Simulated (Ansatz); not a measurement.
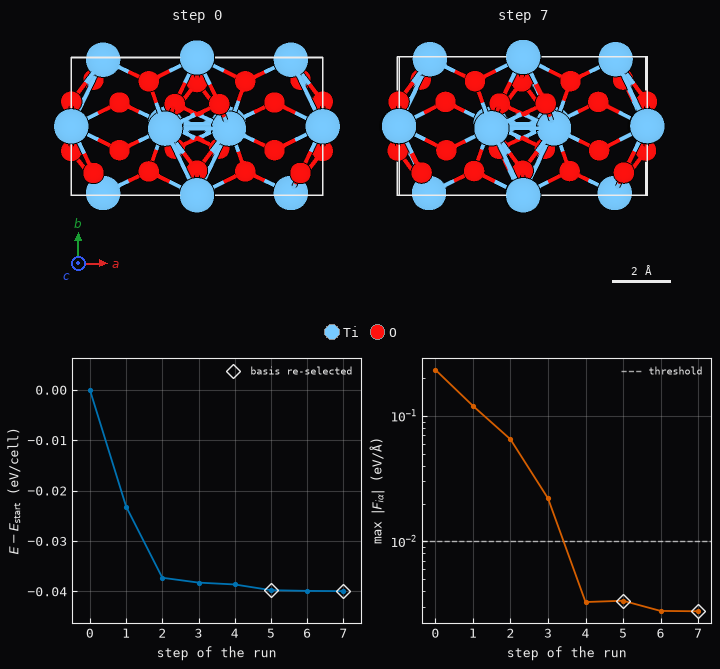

First and last geometry of a relaxation of solid Ti$_{3}$O$_{5}$ (set up in C2/c), with the history of the run. A ball-and-stick model of the conventional cell (2 times the calculation's cell), seen along the c axis. Lengths and directions refer to the drawn axes.

Case: volume × 0.88, shape and atoms relaxed.

Level of theory: Ansatz, DFT PBEsol, scalar-relativistic, plane waves, PAW.

Input file:
```yaml
crystal:
  lattice:
    - [4.7223085745, -2.4096851291, -0.004141705]
    - [4.7223085745, 2.4096851291, -0.004141705]
    - [-2.5203161893, 0.0, 6.4581642673]
  atoms:
    - { symbol: Ti, position: [0.856984805, 0.8896044375, 0.2880384398] }
    - { symbol: Ti, position: [0.1103955625, 0.143015195, 0.2119615602] }
    - { symbol: Ti, position: [0.143015195, 0.1103955625, 0.7119615602] }
    - { symbol: Ti, position: [0.8896044375, 0.856984805, 0.7880384398] }
    - { symbol: Ti, position: [0.5, 0.5, 0.0] }
    - { symbol: Ti, position: [0.5, 0.5, 0.5] }
    - { symbol: O, position: [0.5188174371, 0.8647342064, 0.1396963812] }
    - { symbol: O, position: [0.1352657936, 0.4811825629, 0.3603036188] }
    - { symbol: O, position: [0.4811825629, 0.1352657936, 0.8603036188] }
    - { symbol: O, position: [0.8647342064, 0.5188174371, 0.6396963812] }
    - { symbol: O, position: [0.9266886402, 0.2501500505, 0.9381947209] }
    - { symbol: O, position: [0.7498499495, 0.0733113598, 0.5618052791] }
    - { symbol: O, position: [0.0733113598, 0.7498499495, 0.0618052791] }
    - { symbol: O, position: [0.2501500505, 0.9266886402, 0.4381947209] }
    - { symbol: O, position: [0.3213765639, 0.6786234361, 0.75] }
    - { symbol: O, position: [0.6786234361, 0.3213765639, 0.25] }
basis:
  ecutwfc: 420
kpoints:
  mp_grid: { grid: [8, 8, 6] }
hamiltonian:
  xc: pbesol
scf:
  occupations: { method: gaussian, width: 0.1 }
output:
  forces: true
  stress: true
  eigenvalues: true
relax:
  adjacent_minimum: "off"
  f_tol: 0.01
  max_steps: 30
  cell: { stress_tol: 0.1, fix: [volume] }
```

Launched with:
```bash
ansatz run input.yaml --threads 4 --pin off --max-ram 10240MiB --backend cpu --events-out ev --progress --plain --runs-dir out
```

Question: What do the curves and the structures tell?

Answer: It converged. The largest moves relative to the cell, 0.043 Å, are those of O7, O8, O9 and O10. O9 goes along [−1 −1 3]. By element the largest moves are O 0.043 Å, Ti 0.029 Å. The drawn cell changes at constant volume: a 9.445 → 9.320 Å (−1.3 %), b 4.819 → 4.837 Å (+0.4 %), c 6.933 → 6.971 Å (+0.6 %), β 111.4° → 110.8°. Among the contacts that change: Ti1–Ti3 3.044 → 3.020 Å, Ti1–O7 1.812 → 1.821 Å, Ti1–Ti2 2.632 → 2.622 Å, Ti5–O11 1.949 → 1.958 Å. The space group stays C2/c (No. 15). After 5 accepted moves (7 points after the start) the energy has fallen by 39.9 meV per cell of the calculation. The largest force component goes from 0.23 to 0.0028 eV/Å. The pressure goes from 33.90 to 31.21 GPa. At 2 points the geometry stayed and the basis and grid were re-selected for the new cell (energy shift of 1.1 meV per cell of the calculation at most each time). Cost: 3 min on 4 threads of Oxide Virtual Turin-like Processor (Zen 5) (shared host), peak memory 1.4 GiB.
